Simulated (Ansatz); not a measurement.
Structure data:

```
Zr O
1.0
     5.23338    0.00000    0.00000
     0.00000    5.23338    0.00000
     0.00000    0.00000    4.45807
Zr O
4 2
Direct
  0.25000 0.25000 0.75000
  0.75000 0.25000 0.25000
  0.25000 0.75000 0.25000
  0.75000 0.75000 0.75000
  0.00000 0.00000 0.00000
  0.50000 0.50000 0.50000
```

What would you see if this were drawn?

Answer. Formula: Zr$_{2}$O. The lattice is primitive tetragonal and the space group P4_2/nnm (No. 134). Atoms per cell: 6 (4 Zr, 2 O). Each Zr is bonded to two O in a linear arrangement at 2.16 Å. Each O is bonded to four Zr in a distorted tetrahedral arrangement at 2.16 Å. Not all metal-metal contacts are counted. The bonds build a three-dimensional framework.

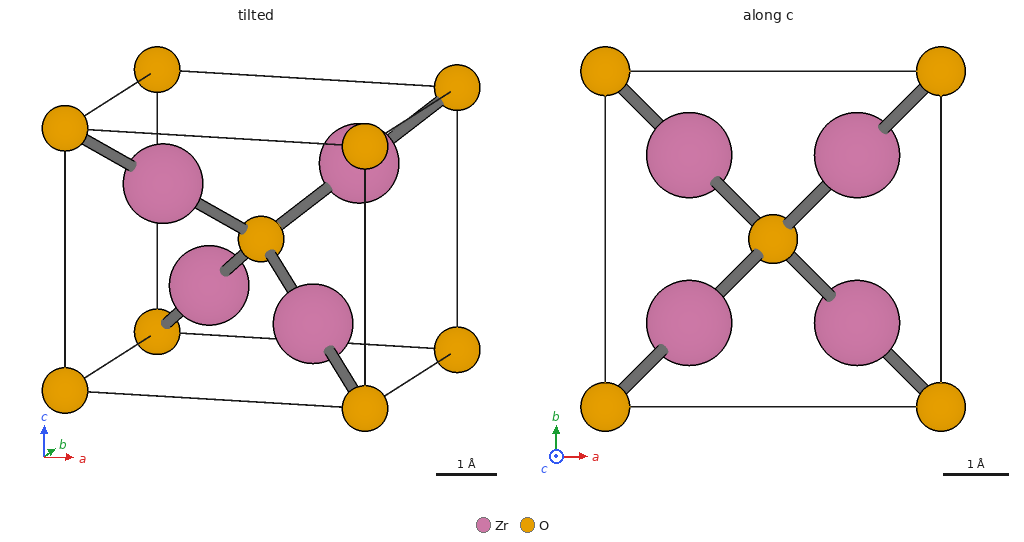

Ball-and-stick representation of a periodic structure, projected slightly off an axis and along the c axis. The conventional unit cell is outlined; an atom on or near a face, edge or corner is repeated at each equivalent position.

It derives from a structure listed in the Materials Project. The cell was then strained or its atoms displaced on purpose. It went into a calculation with Ansatz.

At this level of theory the run's own cell isn't at rest (stretched, at -9 GPa), so its distances can differ from those at equilibrium, the more so the softer the solid.
